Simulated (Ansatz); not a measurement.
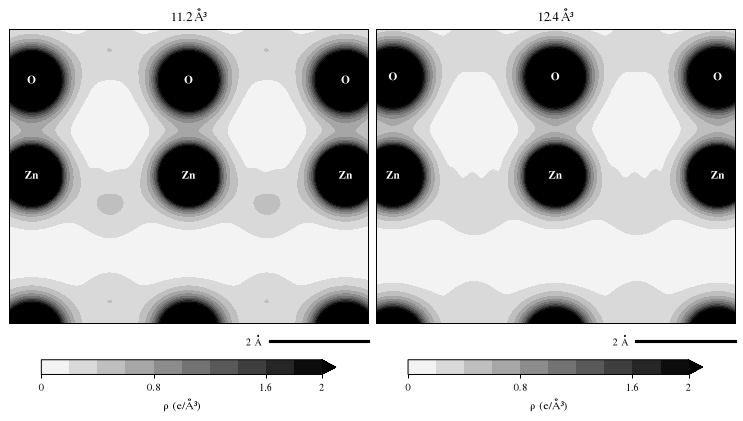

ZnO. The valence pseudo-density of cells scaled evenly to different volumes (given per atom above each panel), on the (100) plane of each (indices in the axes of the cell below), at one length scale and on one colour scale.

These are results of Ansatz 0.2.0, Kohn-Sham DFT of a periodic cell, PBEsol with D3(BJ), Ansatz PAW, not measurements.

The largest cell:

```
CELL_PARAMETERS angstrom
3.29207 0.00000 0.00000
-1.64603 2.85101 0.00000
0.00000 0.00000 5.27421
ATOMIC_POSITIONS crystal
Zn 0.66667 0.33333 0.00000
Zn 0.33333 0.66667 0.50000
O 0.33333 0.66667 0.87901
O 0.66667 0.33333 0.37901
```

| volume (Å³/atom) | Zn–O contact in the plane (Å) | ρ at its midpoint (e/Å³) | pressure (GPa) | gap on the mesh (eV) | 
| --- | --- | --- | --- | --- |
| 11.19 | 1.933 | 0.683 | 5.5 | 0.79 | 
| 11.66 | 1.960 | ? | ? | ? | 
| 12.38 | 1.999 | 0.588 | −8.8 | 0.64 | 

Question: What values belong in the row with question marks?

Answer: Over the known rows ln ρ falls by 2.27 per Å of Zn–O distance (the line through the two), which gives 0.642 e/Å³ at 1.960 Å; the calculation gives 0.646 e/Å³. For the pressure, a straight line in volume between the neighbouring rows gives −0.1 GPa; the calculation gives −1.2, lower because pressure rises ever faster on compression. For the gap on the mesh, a straight line in volume between the neighbouring rows gives 0.73 eV; the calculation gives 0.73.
